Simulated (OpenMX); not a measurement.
# A series of single points on Si

System: Si (Im-3m, 6 atoms in the cell).
Method: Kohn-Sham DFT of a periodic cell, LDA, OpenMX 2013 LDA set, no spin polarisation (OpenMX 3.8.5).

The 7 runs differ only in the geometry, by an even scaling of the cell at fixed fractional positions. The structure derives from a Materials Project entry.

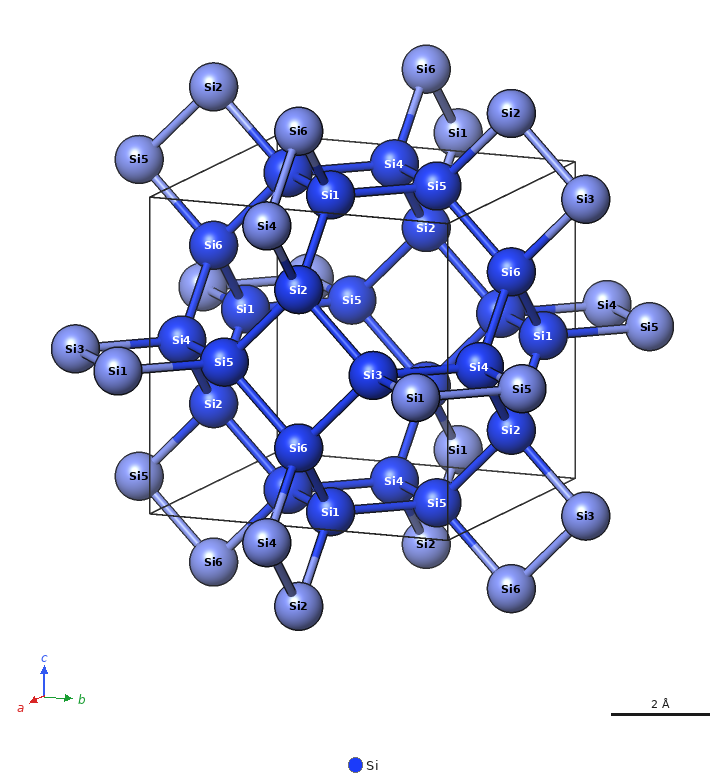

Figure 1. The structure of run 4 (ball-and-stick view of the cell 2 times as large as that of the calculation, set on its symmetry axes, seen slightly off an axis; neighbours outside the cell are drawn fainter; atoms are numbered from 1 in the order of the input).

### Input of run 4
```
System.CurrrentDirectory             ./
System.Name                          Si
DATA.PATH                            ./DFT_DATA13
level.of.stdout                      1
level.of.fileout                     1
Species.Number                       1
<Definition.of.Atomic.Species
  Si  Si7.0-s2p1d1           Si_CA13
Definition.of.Atomic.Species>

Atoms.Number                         6
Atoms.SpeciesAndCoordinates.Unit     FRAC
<Atoms.SpeciesAndCoordinates
    1  Si    0.5000000000    0.7500000000    0.2500000000   2.000  2.000
    2  Si    0.2500000000    0.7500000000    0.5000000000   2.000  2.000
    3  Si    0.2500000000    0.5000000000    0.7500000000   2.000  2.000
    4  Si    0.5000000000    0.2500000000    0.7500000000   2.000  2.000
    5  Si    0.7500000000    0.5000000000    0.2500000000   2.000  2.000
    6  Si    0.7500000000    0.2500000000    0.5000000000   2.000  2.000
Atoms.SpeciesAndCoordinates>

Atoms.UnitVectors.Unit               Ang
<Atoms.UnitVectors
    -3.3360831900    3.3360831900    3.3360831900
     3.3360831900   -3.3360831900    3.3360831900
     3.3360831900    3.3360831900   -3.3360831900
Atoms.UnitVectors>

scf.XcType                           LDA
scf.SpinPolarization                 off
scf.ElectronicTemperature            580.226
scf.energycutoff                     300.0
scf.maxIter                          100
scf.EigenvalueSolver                 band
scf.Kgrid                            7 7 7
scf.Mixing.Type                      rmm-diisk
scf.Init.Mixing.Weight               0.05
scf.Min.Mixing.Weight                0.001
scf.Max.Mixing.Weight                0.3
scf.Mixing.History                   25
scf.Mixing.StartPulay                8
scf.criterion                        1.0e-8
scf.stress.tensor                    on
MD.Type                              nomd
Band.dispersion                      on
Band.Nkpath                          6
<Band.kpath
   13   0.000000  0.000000  0.000000    0.500000 -0.500000  0.500000  G H
    9   0.500000 -0.500000  0.500000    0.000000  0.000000  0.500000  H N
    9   0.000000  0.000000  0.500000    0.000000  0.000000  0.000000  N G
   11   0.000000  0.000000  0.000000    0.250000  0.250000  0.250000  G P
   11   0.250000  0.250000  0.250000    0.500000 -0.500000  0.500000  P H
    6   0.250000  0.250000  0.250000    0.000000  0.000000  0.500000  P N
Band.kpath>
```

Command:
```bash
openmx Si.dat -nt 1 > Si.std
```

Run 2 has the same physical settings and fractional positions; its lattice vectors (Å) are:
```
  -3.290995    3.290995    3.290995
   3.290995   -3.290995    3.290995
   3.290995    3.290995   -3.290995
```

### Results, with one run withheld

| run | volume per atom (Å³) | free energy per atom, from the lowest run given (meV) | gap on the mesh (eV) |
| --- | --- | --- | --- |
| 1 | 23.267 | 28.63 | 0.47 |
| 2 | 23.762 | ? | ? |
| 3 | 24.257 | 4.34 | 0.53 |
| 4 | 24.753 | 0.00 | 0.56 |
| 5 | 25.248 | 0.18 | 0.58 |
| 6 | 25.743 | 4.37 | 0.61 |
| 7 | 26.238 | 12.19 | 0.63 |

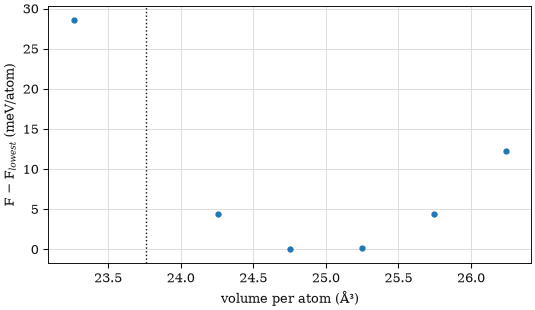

Figure 2. Free energy per atom of the runs given; the dotted line marks run 2.

Fit the runs given and predict run 2.

A cubic polynomial in V^(−2/3) (the Birch–Murnaghan form), fitted to the 6 runs given, misses them by at most 0.01 meV per atom. With x = V^(−2/3) − 0.11732 Å⁻², it reads F = −0.37088 + 522.02 x + 8.951e+05 x² + 1.9152e+06 x³ (meV per atom). At run 2 it gives 13.69 meV per atom, and the run itself gives 13.73. The fit has its minimum at 24.978 Å³ per atom, where V d²F/dV² gives 69.8 GPa: the bulk modulus at this level, since symmetry fixes the shape and the positions. The gap on the mesh goes, without turning, from 0.47 eV in run 1 to 0.63 eV in run 7; run 2 has 0.50 eV. These are gaps of this functional on this mesh, which can miss the band edges; they aren't the measured gap.

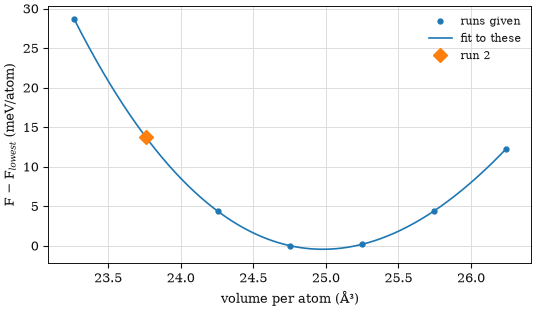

Figure 3. The fit and the withheld run.

### Some lines of the output (run 2)
```
[...]
  Cell_Volume =    962.140170338170 (Bohr^3)
        Total energy (Hartree) at MD = 1
   kloop=0
   kloop=1
   kloop=171
```

Notes: With a small basis of atomic orbitals these values can differ much from converged plane-wave results.
